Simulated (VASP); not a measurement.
Ni: geometry relaxation (part 2 of 4)

The same run, continued: Ni (slab, 6 atoms in the cell); Kohn-Sham DFT of a periodic cell, BEEF-vdW, VASP PAW PBE potentials, recommended, spin-polarised (VASP 6.6.1); cutoff 520 eV, 9×9×1 k-mesh, Gaussian smearing of 0.05 eV, collinear spins. The structure derives from an entry of the Crystallography Open Database. It belongs to a series of runs on one base structure; here: the (1 1 1) slab of Ni, cut from the database cell, not relaxed.

Geometry of the input (Å; fractional positions):
```
2.5003  0.0000  0.0000
-1.2501  2.1653  -0.0000
0.0000  0.0000  25.2073
Ni 0.6667  0.3333  0.2975
Ni 0.3333  0.6667  0.3785
Ni 0.0000  0.0000  0.4595
Ni 0.6667  0.3333  0.5405
Ni 0.3333  0.6667  0.6215
Ni 0.0000  0.0000  0.7025
```

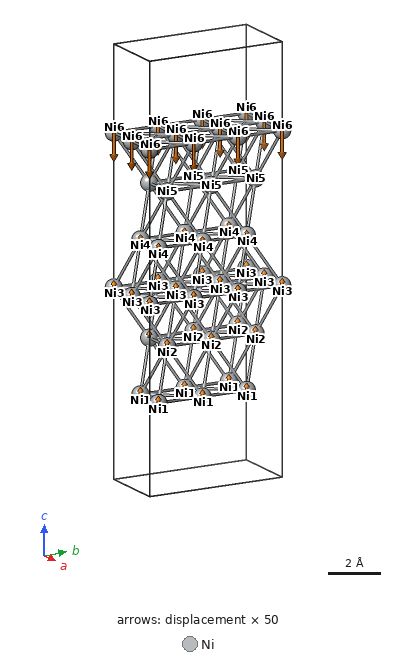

The starting structure with the displacements as orange arrows, magnified 50 times (ball-and-stick view of the 2 × 3 repeat of the cell, with the vacuum cut short, seen slightly off an axis). Over 9 geometry steps the energy falls by 0.3 meV per atom. The largest force component goes from 0.13 to 0.13 eV/Å. The atom that moves furthest is Ni6 (0.024 Å). The lattice vectors keep their values. Among the contacts that change: Ni5–Ni6 2.500 → 2.480 Å. (Atoms are counted from 1 in the order of the input.)

Parts of OUTCAR
```
SYSTEM = Ni
   PREC = Accurate
   ENCUT = 520
   EDIFF = 1E-6
   ISMEAR = 0
   LREAL = .False.
   LASPH = .True.
   NELM = 100
   ISIF = 2
   ISPIN = 2
   LORBIT = 11
   GGA = BF
   IBRION = 2
   NSW = 40
   EDIFFG = -0.01

 ion  position               nearest neighbor table
   1  0.667  0.333  0.298-   2 2.50   2 2.50   2 2.50
   2  0.333  0.667  0.379-   3 2.50   1 2.50   1 2.50   3 2.50   3 2.50   1 2.50
   3  0.000  0.000  0.460-   2 2.50   4 2.50   4 2.50   2 2.50   4 2.50   2 2.50
   4  0.667  0.333  0.540-   5 2.50   3 2.50   5 2.50   3 2.50   3 2.50   5 2.50
   5  0.333  0.667  0.621-   6 2.50   4 2.50   4 2.50   6 2.50   6 2.50   4 2.50
   6  0.000  0.000  0.702-   5 2.50   5 2.50   5 2.50

  LATTYP: Found a hexagonal cell.
 ALAT       =     2.5002588676
 C/A-ratio  =    10.0818616867

  Lattice vectors:

 A1 = (   2.5002588676,   0.0000000000,   0.0000000000)
 A2 = (  -1.2501294338,   2.1652876954,   0.0000000000)
 A3 = (   0.0000000000,   0.0000000000,  25.2072640841)

Analysis of symmetry for initial positions (statically):
=====================================================================
 Subroutine PRICEL returns:
 Original cell was already a primitive cell.

 Routine SETGRP: Setting up the symmetry group for a
 hexagonal supercell.

 Subroutine GETGRP returns: Found 12 space group operations
 (whereof  6 operations were pure point group operations)
 out of a pool of 24 trial point group operations.

The static configuration has the point symmetry C_3v.
 The point group associated with its full space group is D_3d.

Analysis of symmetry for dynamics (positions and initial velocities):
=====================================================================
 Subroutine PRICEL returns:
 Original cell was already a primitive cell.

 Routine SETGRP: Setting up the symmetry group for a
 hexagonal supercell.

 Subroutine GETGRP returns: Found 12 space group operations
 (whereof  6 operations were pure point group operations)
 out of a pool of 24 trial point group operations.

The dynamic configuration has the point symmetry C_3v.
 The point group associated with its full space group is D_3d.

Analysis of constrained symmetry for selective dynamics:
=====================================================================
 Subroutine PRICEL returns:
 Original cell was already a primitive cell.

 Routine SETGRP: Setting up the symmetry group for a
 hexagonal supercell.

 Subroutine GETGRP returns: Found  6 space group operations
 (whereof  6 operations were pure point group operations)
 out of a pool of 24 trial point group operations.

The constrained configuration has the point symmetry C_3v.

Analysis of structural, dynamic, and magnetic symmetry:
=====================================================================
 Subroutine PRICEL returns:
 Original cell was already a primitive cell.

 Routine SETGRP: Setting up the symmetry group for a
 hexagonal supercell.

 Subroutine GETGRP returns: Found  6 space group operations
 (whereof  6 operations were pure point group operations)
 out of a pool of 24 trial point group operations.

The overall configuration has the point symmetry C_3v.

 Subroutine INISYM returns: Found  6 space group operations
 (whereof  6 operations are pure point group operations),
 and found     1 'primitive' translations

----------------------------------------------------------------------------------------

                                     Primitive cell

  volume of cell :     136.4666

  direct lattice vectors                    reciprocal lattice vectors
     2.500258868  0.000000000  0.000000000     0.399958585  0.230916197  0.000000000
    -1.250129434  2.165287695  0.000000000     0.000000000  0.461832394  0.000000000
     0.000000000  0.000000000 25.207264084     0.000000000  0.000000000  0.039671104

  length of vectors
     2.500258868  2.500258868 25.207264084     0.461832394  0.461832394  0.039671104

  position of ions in fractional coordinates (direct lattice)
     0.666666667  0.333333333  0.297533282
     0.333333333  0.666666667  0.378519969
     0.000000000  0.000000000  0.459506656
     0.666666667  0.333333333  0.540493344
     0.333333333  0.666666667  0.621480031
     0.000000000  0.000000000  0.702466718

  ion indices of the primitive-cell ions
   primitive index   ion index
                 1           1
                 2           2
                 3           3
                 4           4
                 5           5
                 6           6

----------------------------------------------------------------------------------------

 KPOINTS: Automatic mesh

Automatic generation of k-mesh.
 Grid dimensions read from file:
 generate k-points for:    9    9    1

 Generating k-lattice:

  Cartesian coordinates                     Fractional coordinates (reciprocal lattice)
     0.044439843  0.025657355  0.000000000     0.111111111  0.000000000  0.000000000
     0.000000000  0.051314710  0.000000000     0.000000000  0.111111111  0.000000000
     0.000000000  0.000000000  0.039671104     0.000000000  0.000000000  1.000000000

  Length of vectors
     0.051314710  0.051314710  0.039671104

  Shift w.r.t. Gamma in fractional coordinates (k-lattice)
     0.000000000  0.000000000  0.000000000

 Subroutine IBZKPT returns following result:
 ===========================================

 Found     12 irreducible k-points:

 Following reciprocal coordinates:
            Coordinates               Weight
  0.000000  0.000000  0.000000      1.000000
  0.111111 -0.000000  0.000000      6.000000
  0.222222  0.000000  0.000000      6.000000
  0.333333  0.000000  0.000000      6.000000
  0.444444  0.000000  0.000000      6.000000
  0.111111  0.111111  0.000000      6.000000
  0.222222  0.111111  0.000000     12.000000
  0.333333  0.111111  0.000000     12.000000
  0.444444  0.111111  0.000000      6.000000
  0.222222  0.222222  0.000000      6.000000
  0.333333  0.222222  0.000000     12.000000
  0.333333  0.333333  0.000000      2.000000
   k-points           NKPTS =     12   k-points in BZ     NKDIM =     12   number of bands    NBANDS=     39
   number of dos      NEDOS =    301   number of ions     NIONS =      6
   total plane-waves  NPLWV =  76800
   dimension x,y,z NGX =    20 NGY =   20 NGZ =  192
   dimension x,y,z NGXF=    40 NGYF=   40 NGZF=  384
   ions per type =               6
   NGX,Y,Z   is equivalent  to a cutoff of  13.30, 13.30, 12.66 a.u.
   NGXF,Y,Z  is equivalent  to a cutoff of  26.60, 26.60, 25.33 a.u.
 SYSTEM =  Ni
   PREC   = accura    normal or accurate (medium, high low for compatibility)
   ISTART =      0    job   : 0-new  1-cont  2-samecut
   ICHARG =      2    charge: 1-file 2-atom 10-const
   ISPIN  =      2    spin polarized calculation?
   LNONCOLLINEAR =      F non collinear calculations
   LSORBIT =      F    spin-orbit coupling
   LASPH  =      T    aspherical Exc in radial PAW
   ENCUT  =  520.0 eV  38.22 Ry    6.18 a.u.   4.65  4.65 46.87*2*pi/ulx,y,z
   NELM   =    100;   NELMIN=  2; NELMDL= -5     # of ELM steps
   EDIFF  = 0.1E-05   stopping-criterion for ELM
   LREAL  =      F    real-space projection
   EDIFFG = -.1E-01   stopping-criterion for IOM
   NSW    =     40    number of steps for IOM
   IBRION =      2    ionic relax: 0-MD 1-quasi-New 2-CG
   NFREE  =      1    steps in history (QN), initial steepest desc. (CG)
   ISIF   =      2    stress and relaxation
   ISYM   =      2    0-nonsym 1-usesym 2-fastsym
   POTIM  = 0.5000    time-step for ionic-motion
   TEBEG  =    0.0;   TEEND  =   0.0 temperature during run
   PSTRESS=    0.0 pullay stress
   NELECT =      60.0000    total number of electrons
   NUPDOWN=      -1.0000    fix difference up-down
   EMIN   =  10.00;   EMAX   =-10.00  energy-range for DOS
   EFERMI =   0.00;   METHOD = LEGACY
   ISMEAR =     0;   SIGMA  =   0.05  broadening in eV -4-tet -1-fermi 0-gaus
   EFERMI_NEDOS =   21; number of points for ismear=-14 and -15
   IALGO  =     38    algorithm
   IMIX   =      4    mixing-type and parameters
     AMIX     =   0.40;   BMIX     =  1.00
     AMIX_MAG =   1.60;   BMIX_MAG =  1.00
  volume/ion in A,a.u.               =      22.74       153.49
  Fermi-wavevector in a.u.,A,eV,Ry     =   1.244848  2.352422 21.084236  1.549648
  Thomas-Fermi vector in A             =   2.379097
   LORBIT       =     11    0 simple, 1 ext, 2 COOP (PROOUT), +10 PAW based schemes
   GGA     = BF    functional components
   LHFCALC =     F    Hartree Fock is set to
   AEXX    =    0.0000 exact exchange contribution
   IVDW_NL    =     1    kernel type
   BPARAM     = 6.3000
   IVDW    =     0    specifies the selected vdW correction
   LEPSILON=     F    determine dielectric tensor
   LRPA    =     F    only Hartree local field effects (RPA)
 conjugate gradient relaxation of ions
 spin polarized calculation
 Gauss-broadening in eV      SIGMA  =   0.05
  energy-cutoff  :      520.00
  volume of cell :      136.47
 maximum number of plane-waves:      3705
 NGX is ok and might be reduce to    20
   NGX =  9   NGY =  9   NGZ = 93

--------------------------------------- Ionic step        1  -------------------------------------------

 number of electron      60.0000016 magnetization       3.5403878

 Free energy of the ion-electron system (eV)
  ---------------------------------------------------
  ext. energy  EPLUGINS =         0.00000000
  ---------------------------------------------------
  free energy    TOTEN  =       -13.89127917 eV

  energy without entropy =      -13.87871726  energy(sigma->0) =      -13.88499822

------------------------ aborting loop because EDIFF is reached ----------------------------------------

  FORCE on cell =-STRESS in cart. coord.  units (eV):
  Direction    XX          YY          ZZ          XY          YZ          ZX
  --------------------------------------------------------------------------------------
  -------------------------------------------------------------------------------------
  Total       -1.6977424     -1.6977424     -0.6414655      0.0000000      0.0000000      0.0000000
  in kB      -19.9322388    -19.9322388     -7.5310858      0.0000000      0.0000000      0.0000000
  external PRESSURE =     -15.7985212 kB  Pullay stress =       0.0000000 kB

 VOLUME and BASIS-vectors are now :
 -----------------------------------------------------------------------------
  energy-cutoff  :      520.00
  volume of cell :      136.47
      direct lattice vectors                 reciprocal lattice vectors
     2.500258868  0.000000000  0.000000000     0.399958585  0.230916197  0.000000000
    -1.250129434  2.165287695  0.000000000     0.000000000  0.461832394  0.000000000
     0.000000000  0.000000000 25.207264084     0.000000000  0.000000000  0.039671104

 POSITION                                       TOTAL-FORCE (eV/Angst)
 -----------------------------------------------------------------------------------
      1.25013      0.72176      7.50000         0.000000     -0.000000      0.132920
     -0.00000      1.44353      9.54145        -0.000000     -0.000000     -0.108876
      0.00000      0.00000     11.58291         0.000000     -0.000000     -0.021691
      1.25013      0.72176     13.62436        -0.000000      0.000000      0.021462
     -0.00000      1.44353     15.66581        -0.000000      0.000000      0.108592
      0.00000      0.00000     17.70726         0.000000     -0.000000     -0.132407
 -----------------------------------------------------------------------------------
    total drift:                               -0.000000      0.000000      0.001782

  FREE ENERGIE OF THE ION-ELECTRON SYSTEM (eV)
  ---------------------------------------------------
  free  energy   TOTEN  =       -13.8912791733 eV

  energy  without entropy=      -13.8787172636  energy(sigma->0) =      -13.88499822

Total vdW correction in eV:     10.6362102

--------------------------------------- Ionic step        2  -------------------------------------------

 number of electron      60.0000015 magnetization       3.5403496

------------------------ aborting loop because EDIFF is reached ----------------------------------------

  FORCE on cell =-STRESS in cart. coord.  units (eV):
  Direction    XX          YY          ZZ          XY          YZ          ZX
  --------------------------------------------------------------------------------------
  -------------------------------------------------------------------------------------
  Total       -1.6727860     -1.6727860     -0.5717749      0.0000000     -0.0000000      0.0000000
  in kB      -19.6392399    -19.6392399     -6.7128871      0.0000000     -0.0000000      0.0000000
  external PRESSURE =     -15.3304556 kB  Pullay stress =       0.0000000 kB

 VOLUME and BASIS-vectors are now :
 -----------------------------------------------------------------------------
  energy-cutoff  :      520.00
  volume of cell :      136.47
      direct lattice vectors                 reciprocal lattice vectors
     2.500258868  0.000000000  0.000000000     0.399958585  0.230916197  0.000000000
    -1.250129434  2.165287695  0.000000000     0.000000000  0.461832394  0.000000000
     0.000000000  0.000000000 25.207264084     0.000000000  0.000000000  0.039671104

 POSITION                                       TOTAL-FORCE (eV/Angst)
 -----------------------------------------------------------------------------------
      1.25013      0.72176      7.50000        -0.000000      0.000000      0.132522
     -0.00000      1.44353      9.54145         0.000000     -0.000000     -0.108066
      0.00000      0.00000     11.58291         0.000000     -0.000000     -0.016734
      1.25013      0.72176     13.62539        -0.000000      0.000000      0.032848
     -0.00000      1.44353     15.67105        -0.000000      0.000000      0.035371
     -1.25013      2.16529     17.70088         0.000000     -0.000000     -0.075941
 -----------------------------------------------------------------------------------
    total drift:                               -0.000000      0.000000      0.001273

  FREE ENERGIE OF THE ION-ELECTRON SYSTEM (eV)
  ---------------------------------------------------
  free  energy   TOTEN  =       -13.8923482756 eV

  energy  without entropy=      -13.8798306097  energy(sigma->0) =      -13.88608944

Total vdW correction in eV:     10.6345394

--------------------------------------- Ionic step        3  -------------------------------------------

 number of electron      60.0000012 magnetization       3.5407114

------------------------ aborting loop because EDIFF is reached ----------------------------------------

  FORCE on cell =-STRESS in cart. coord.  units (eV):
  Direction    XX          YY          ZZ          XY          YZ          ZX
  --------------------------------------------------------------------------------------
  -------------------------------------------------------------------------------------
  Total       -1.6473964     -1.6473964     -0.5024156      0.0000000      0.0000000      0.0000000
  in kB      -19.3411548    -19.3411548     -5.8985788      0.0000000      0.0000000      0.0000000
  external PRESSURE =     -14.8602961 kB  Pullay stress =       0.0000000 kB

 VOLUME and BASIS-vectors are now :
```
